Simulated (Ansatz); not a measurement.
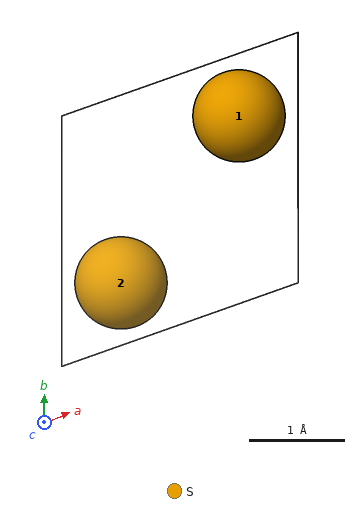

Fig. 1: The input geometry (ball-and-stick view of the reduced cell, along the c axis; atoms are numbered from 1 in the order of the input). Near neighbours in the crystal (not all of them lie inside the picture): S has 6 S at 2.15 Å.

# Run report: S, band-structure calculation

System: S (2 atoms in the cell).
Method: DFT, PBE, PAW with Ansatz's default frozen-core files, scalar-relativistic, no spin polarisation (Ansatz 0.2.0).

It belongs to a series of runs on one base structure; here: volume scaled by 0.58, PAW files. Figures and captions count atoms from 1; the log counts them from 0 in places.

Input file:
```yaml
crystal:
  lattice:
    - [1.5217270032, -0.8785694949, 2.4876702985]
    - [0.0, 1.7571389899, 2.4876702985]
    - [-1.5217270032, -0.8785694949, 2.4876702985]
  atoms:
    - { symbol: S, position: [0.25, 0.25, 0.25] }
    - { symbol: S, position: [-0.25, -0.25, -0.25] }
kpoints:
  mp_grid: { grid: [13, 13, 13] }
  band_path:
    path:
      - [0.0, 0.0, 0.0]
      - [1.0, 1.0, 1.0]
      - [1.0007233119, 1.0, 0.9992766881]
      - [0.9992766881, 0.0007233119, 0.0]
      - [0.5, 0.5, 0.0]
      - [0.0, 0.0, 0.0]
      - [0.4996383441, 0.0, -0.4996383441]
      - [1.0, 0.5003616559, 0.4996383441]
      - [1.0, 0.5, 0.5]
    npoints: 8
scf:
  occupations: { method: fermi_dirac, width: 0.05 }
hamiltonian:
  xc: pbe
  pseudopotentials: { kind: paw }
output:
  forces: true
  stress: true
  eigenvalues: true
  populations: true
  dos: { projected: true, de: 0.2, e_range: [-14, 8] }
  write_density: true
  write_potential: true
  elf: true
  volumetric_format: npy
```

Machine: 1 thread of Intel Xeon (Sapphire Rapids), 32 GiB of memory available, shared host.

Launched with:
```bash
ansatz run input.yaml --threads 1 --pin off --max-ram 2048MiB --backend cpu --events-out ev --progress --plain --runs-dir out
```

Log:
```
Engine: ansatz 0.2.0, x86_64-unknown-linux-gnu
Pseudopotentials: kind: paw
Pseudopotential: S, paw, valence charge 6, recommended cutoff 420 eV (normal), S.paw.azcp
Functional definition: PBE
  parameter kappa = 0.804
  parameter beta = 0.06672455060314922
  exchange = pbe_x(kappa = kappa, mu = beta*pi^2/3)
  correlation = pbe_c(beta = beta)
Crystal: 2 atoms, lattice volume = 19.955 Å³
Basis set: ecut = 420 eV, 387 PW (Γ), exchange–correlation on 48×48×48 points (8 copies of the dense FFT grid, shifted against one another)
Bands: 10, of which v1, the nominal top of the filled ones, is band 6 counted from 1 (5 counted from 0)
Symmetry: 24 space group operations
Space group: R-3m (ITA 166), of the structure as read, at distance tolerance 2.7e-5 Å
k-points: 231 of 2197
Non-local potential: S, projectors of the file, l = 0: 2, l = 1: 2, l = 2: 2
PAW form: soft (Blöchl's): semilocal exchange-correlation on the pseudo side does not see the compensation charge
PAW one-centre angular grid: S, 110 points (default); XC on 64 Gauss nodes
Initial density: superposition of atomic densities (neutral atoms: chi_scale 0, normalization atom), corrected by the library's trained network
Initial wavefunctions: pseudopotential atomic-orbital guess
Functional: x = pbe(κ = 0.804, μ = 0.2195149727645171), c = pbe(β = 0.06672455060314922)
SCF iter   1: F=—  HF=-1799.482517 eV  |F-HF|=—  |Δ(HF+E_count)|=         —  Δρ=8.06e-3  dr2=7.93e-3  ethr=1.77e-3  ⟨swp⟩=5.2  Hψ=16303  notcnv=0
preconditioner: auto → none  [metal: Δε(μ)=0.093 eV  Ē_g=15.031 eV  σ=0.050 eV  W_gap=0.38  n_scr=0 (ndim 8)  ℏωp=28.8 eV  f_vac=0.000  D(μ)=0.86/eV (n_scr^D=8)]
SCF iter   2: F=—  HF=-1799.478108 eV  |F-HF|=—  |Δ(HF+E_count)|=   4.41e-3  Δρ=3.78e-3  dr2=1.38e-3  ethr=6.61e-5  ⟨swp⟩=2.8  Hψ=6005  notcnv=0  defer=2
SCF iter   3: F=—  HF=-1799.479802 eV  |F-HF|=—  |Δ(HF+E_count)|=   1.69e-3  Δρ=4.74e-4  dr2=1.54e-5  ethr=1.15e-5  ⟨swp⟩=2.3  Hψ=3719  notcnv=0  defer=2
SCF iter   4: F=—  HF=-1799.479832 eV  |F-HF|=—  |Δ(HF+E_count)|=   3.00e-5  Δρ=2.36e-5  dr2=5.11e-8  ethr=1.28e-7  ⟨swp⟩=2.3  Hψ=3665  notcnv=0  defer=2
iter 5 did not close the SCF: its close was put off for the readings that it lacked (scf_convergence_deferred on its scf_iter line)
SCF iter   5: F=-1799.479832 eV  HF=-1799.479832 eV  |F-HF|=4.34e-10  |Δ(HF+E_count)|=   8.59e-8  Δρ=1.32e-6  dr2=1.16e-10  ethr=4.26e-10  ⟨swp⟩=2.1  Hψ=3739  notcnv=0  defer=2
SCF iter   6: F=-1799.479832 eV  HF=-1799.479832 eV  |F-HF|=4.55e-13  |Δ(HF+E_count)|=  4.98e-10  Δρ=5.71e-8  dr2=1.65e-13  ethr=1.00e-12  ⟨swp⟩=4.0  Hψ=10618  notcnv=0
SCF 1 converged in 6 iterations: F = -1799.479832 eV  dr2 = 1.65e-13
  greatest PAW one-centre occupation: 0.881 electrons in one spin orbital (limit 2), on the S atom at site 1 (counted from 0), in its partial waves of l = 0
```

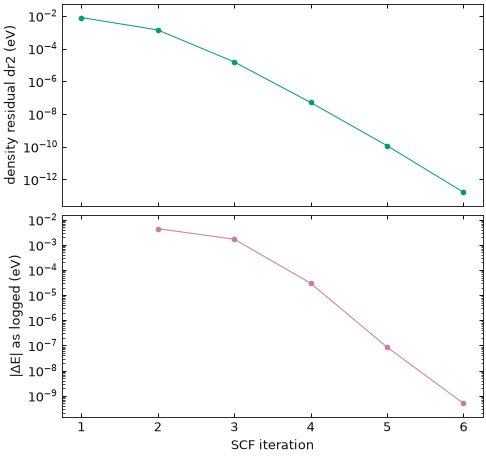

Fig. 2: Convergence of the self-consistent field: density residual dr2 and size of the energy change against the SCF iteration. The residual falls at every step.

```
NSCF: frozen V_eff on 65 k-points
SCF converged after 6 iterations
Free energy (F): -1799.479832 eV
Harris-Foulkes:  -1799.479832 eV  (|F-HF|=4.55e-13)
Internal energy: -1799.473109 eV  (E = F + TS)
E sigma→0 (E₀):  -1799.476470 eV
Entropy (-TS):   -0.006723 eV (-3.361 meV/atom)
Fermi energy:    19.283214 eV
--- Per-component energies (eV) ---
  E_band       = 108.326024
  E_kinetic    = 240.505602
  E_local      = -28.861431  (includes V_loc(G=0)·N_el)
  E_nonlocal   = 58.489097
  E_hartree    = 18.215717
  E_xc         = -203.409955
  E_vxc        = -187.486119  (∫ρ·V_xc dr)
  E_paw        = -1201.208406  (= ΣΔE_a)
  E_vpaw       = -10.752563  (= ΣTr[D̂ρ^β])
  E_aug_tail   = 0.000002  (compensation charges beyond the density's cutoff)
  E_ewald      = -683.203734
  E_smearing   = -0.006723  (= −TS)
  E_closure    = 0.000000  (closes the sum)
  Σ components = -1799.479832   (vs F -1799.479832, Δ=0.00e0)
--- Forces (eV/Å), atoms counted from 1 ---
  atom   1  S      0.00000000     0.00000000     0.00000000
  atom   2  S      0.00000000    -0.00000000     0.00000000
  max |Σ_I F_I| component: 8.41e-30 eV/Å
--- Stress (GPa, compression-positive) ---
      103.434050       0.000000       0.000000
        0.000000     103.434050       0.000000
        0.000000       0.000000     103.644835
  P = ⅓ Tr σ = 103.5043 GPa (1035.043 kbar)
--- Band table (eV; the first three rows and the last of 231) ---
  k-point 0: bands = ["-5.0067", "12.8787", "12.9031", "12.9031", "14.8755", "21.4044", "21.4288", "21.4288", "22.1711", "22.1711"]
  k-point 1: bands = ["-4.8769", "11.5526", "12.8566", "12.8777", "15.8218", "20.8417", "20.8457", "21.6295", "21.6864", "21.7082"]
  k-point 2: bands = ["-4.4881", "9.4077", "12.8108", "12.8306", "16.7435", "19.1291", "19.1301", "21.3145", "22.4062", "22.4925"]
  k-point 230: bands = ["0.1980", "0.7300", "12.0147", "12.8575", "14.4079", "15.1724", "18.6600", "19.1784", "28.9296", "29.4256"]
--- Löwdin populations: 2 sites ---
  site symbol       q [e]
     0      S      5.6818
     1      S      5.6818
  spilling = 0.053027 (of n_electrons = 12.000000)
```

File dos.tsv:
```
# E-E_F[eV]	g_bin_mean(E)[states/eV]	N(E)
# format = ansatz-dos/2
# fermi_ev = 19.283214
# fermi_mp_grid = 13 13 13
# fermi_mp_shift = 0 0 0
# tetrahedron_fermi_ev = 19.177196
# g_bin_mean(E): the states in a bin one row spacing wide, centred on E, divided by that spacing. States that the method places at a single energy (under output.dos.method: tetrahedron, those of a tetrahedron whose four corners have one energy) are counted whole in the row whose bin holds that energy (on the edge of two bins, in the lower row). The sum of g_bin_mean over a run of rows, times the row spacing, is the number of states from half a spacing under the first of them to half a spacing over the last (a plain sum, not the trapezoid rule).
-14.000000	3.799018e-1	3.439514e0
-13.800000	4.225651e-1	3.518224e0
-13.600000	4.614460e-1	3.607388e0
-13.400000	4.592830e-1	3.700676e0
-13.200000	4.713170e-1	3.792952e0
-13.000000	5.032093e-1	3.890086e0
-12.800000	5.301116e-1	3.994982e0
-12.600000	4.950973e-1	4.097788e0
-12.400000	4.766085e-1	4.193413e0
-12.200000	4.909285e-1	4.290501e0
-12.000000	5.039697e-1	4.389877e0
-11.800000	5.229939e-1	4.492251e0
-11.600000	5.422184e-1	4.599131e0
-11.400000	5.572388e-1	4.709138e0
-11.200000	5.738651e-1	4.822063e0
-11.000000	5.964908e-1	4.938936e0
-10.800000	6.470888e-1	5.062146e0
-10.600000	7.057474e-1	5.198173e0
-10.400000	7.641809e-1	5.344102e0
-10.200000	8.207507e-1	5.504956e0
-10.000000	7.731413e-1	5.665274e0
-9.800000	7.589596e-1	5.817220e0
-9.600000	7.731480e-1	5.970690e0
-9.400000	7.508282e-1	6.123211e0
-9.200000	7.353630e-1	6.272146e0
-9.000000	7.239714e-1	6.417161e0
-8.800000	7.217709e-1	6.562076e0
-8.600000	7.184688e-1	6.706364e0
-8.400000	7.078727e-1	6.848946e0
-8.200000	6.991584e-1	6.989612e0
-8.000000	7.040536e-1	7.129936e0
-7.800000	6.985934e-1	7.270040e0
-7.600000	6.915183e-1	7.409350e0
-7.400000	6.788465e-1	7.546372e0
-7.200000	6.735882e-1	7.681019e0
-7.000000	6.787260e-1	7.816974e0
-6.800000	6.637000e-1	7.951041e0
-6.600000	6.907643e-1	8.084544e0
-6.400000	7.772581e-1	8.233606e0
-6.200000	7.623093e-1	8.387182e0
-6.000000	7.672645e-1	8.540330e0
-5.800000	6.957292e-1	8.688798e0
-5.600000	6.104078e-1	8.818188e0
-5.400000	5.799633e-1	8.936090e0
-5.200000	5.974530e-1	9.052549e0
-5.000000	7.039658e-1	9.178350e0
-4.800000	7.723709e-1	9.330576e0
-4.600000	7.269911e-1	9.483998e0
-4.400000	6.255258e-1	9.617866e0
-4.200000	4.996043e-1	9.735678e0
-4.000000	3.722344e-1	9.817577e0
-3.800000	2.991857e-1	9.884632e0
-3.600000	2.905194e-1	9.941225e0
-3.400000	3.534193e-1	1.000472e1
-3.200000	4.256344e-1	1.008318e1
-3.000000	4.822509e-1	1.017369e1
-2.800000	5.297508e-1	1.027696e1
-2.600000	5.346977e-1	1.038280e1
-2.400000	5.401264e-1	1.049081e1
-2.200000	5.562260e-1	1.060345e1
-2.000000	4.706153e-1	1.070433e1
-1.800000	5.042058e-1	1.079729e1
-1.600000	5.870863e-1	1.090781e1
-1.400000	6.361953e-1	1.103128e1
-1.200000	6.540541e-1	1.116044e1
-1.000000	6.734654e-1	1.129313e1
-0.800000	7.046215e-1	1.143042e1
-0.600000	7.550037e-1	1.157588e1
-0.400000	8.396042e-1	1.173436e1
-0.200000	9.240405e-1	1.191191e1
0.000000	9.210714e-1	1.209976e1
0.200000	7.540713e-1	1.227018e1
0.400000	5.764286e-1	1.240131e1
0.600000	5.333862e-1	1.250916e1
0.800000	5.299663e-1	1.261485e1
1.000000	5.523202e-1	1.272290e1
1.200000	6.321664e-1	1.283967e1
1.400000	8.159467e-1	1.298098e1
1.600000	1.024590e0	1.317011e1
1.800000	1.041897e0	1.337764e1
2.000000	1.046821e0	1.358689e1
2.200000	9.845359e-1	1.379293e1
2.400000	9.049310e-1	1.397954e1
2.600000	9.246878e-1	1.416074e1
2.800000	9.660362e-1	1.435021e1
3.000000	9.380636e-1	1.454148e1
3.200000	9.972382e-1	1.473323e1
3.400000	1.079988e0	1.494124e1
3.600000	9.874218e-1	1.515077e1
3.800000	9.312643e-1	1.534289e1
4.000000	8.477043e-1	1.552269e1
4.200000	8.332400e-1	1.568779e1
4.400000	8.255241e-1	1.585262e1
4.600000	8.456092e-1	1.601898e1
4.800000	8.676443e-1	1.619086e1
5.000000	1.011009e0	1.637435e1
5.200000	9.976923e-1	1.658187e1
5.400000	9.464834e-1	1.677536e1
5.600000	9.108918e-1	1.696201e1
5.800000	9.186909e-1	1.714132e1
6.000000	9.223440e-1	1.733030e1
6.200000	8.533419e-1	1.750662e1
6.400000	7.738947e-1	1.767238e1
6.600000	6.070961e-1	1.780607e1
6.800000	6.885311e-1	1.793213e1
7.000000	7.546253e-1	1.807912e1
7.200000	7.629111e-1	1.823175e1
7.400000	6.944392e-1	1.837885e1
7.600000	6.565125e-1	1.851360e1
7.800000	6.250519e-1	1.864087e1
8.000000	6.036427e-1	1.876394e1
```

File populations.tsv:
```
# site	symbol	l	j	q
# orbitals = lowdin
# n_electrons = 12.000000
# spilling = 0.053027
0	S	0_3S	-	1.732341
0	S	1_3P	-	3.949495
1	S	0_3S	-	1.732341
1	S	1_3P	-	3.949495
```

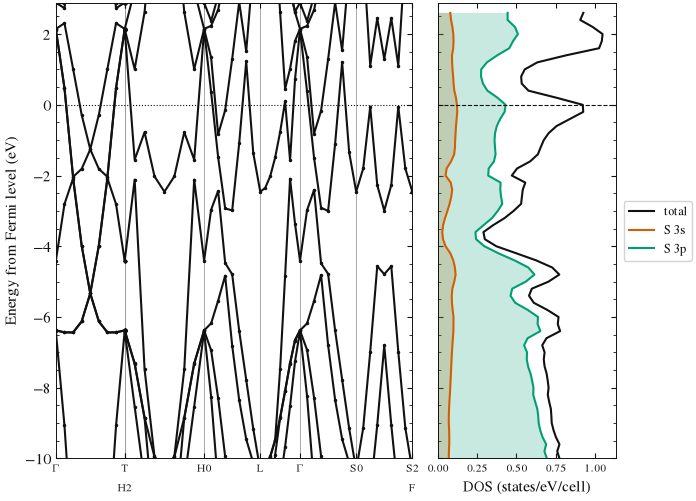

Fig. 3: Band structure along Γ–T–H2–H0–L–Γ–S0–S2–F and density of states (projected on Löwdin-orthogonalised atomic shells), with energies from the Fermi level. Bands cross the Fermi level: a metal at this level of theory.

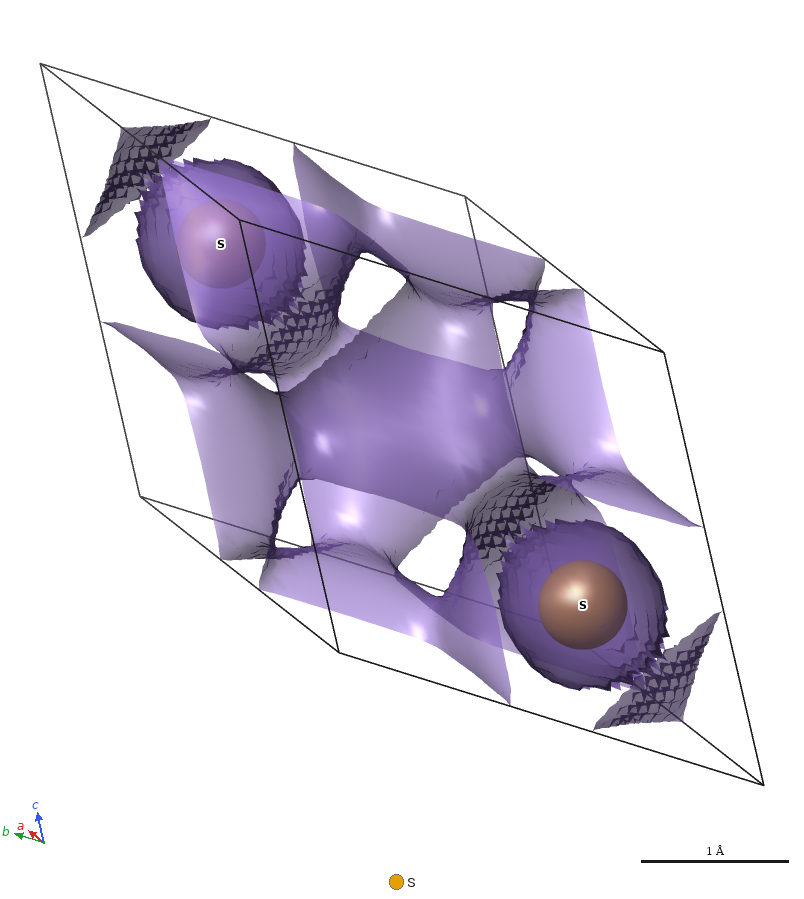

Fig. 4: Isosurface of the ELF at 0.65 (purple), seen at an oblique angle. Core shells and regions of very low density are left out. Sticks mark near contacts. The outline is the calculation cell. Along the contacts the grid gives the following. Core electrons are frozen (PAW), so the fields are smoothed inside the atomic spheres.

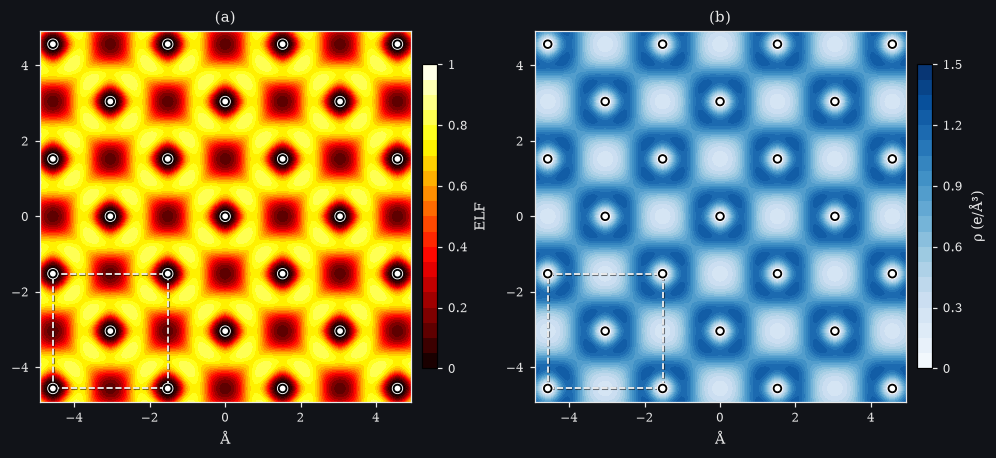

Fig. 5: (a) ELF; (b) valence electron density on the (110) plane of the calculation cell. Circles mark the nuclei in the plane (S). S–S (2.15 Å): ρ at the midpoint is about 0.89 e/Å³; the ELF peaks at about 0.85 between the atoms, as expected for localised, shared-pair bonding. Away from the nuclei the density in this plane falls to 0.25 e/Å³ at its lowest.

Results in brief:

| quantity | value |
| --- | --- |
| outcome | converged |
| space group (tolerance 0.01 Å) | Pm-3m (221) |
| electrons treated | 12 |
| free energy | −1799.4798 eV |
| Fermi energy | 19.283 eV |
| pressure | 103.50 GPa |
| electronic character | metal |
| largest force (length of the vector) | under 0.001 eV/Å |
| wall time | 3.1 s |
| peak memory | 0.35 GiB |

Notes:

The cell is under a pressure of 104 GPa at this level, so it is not at its equilibrium volume.
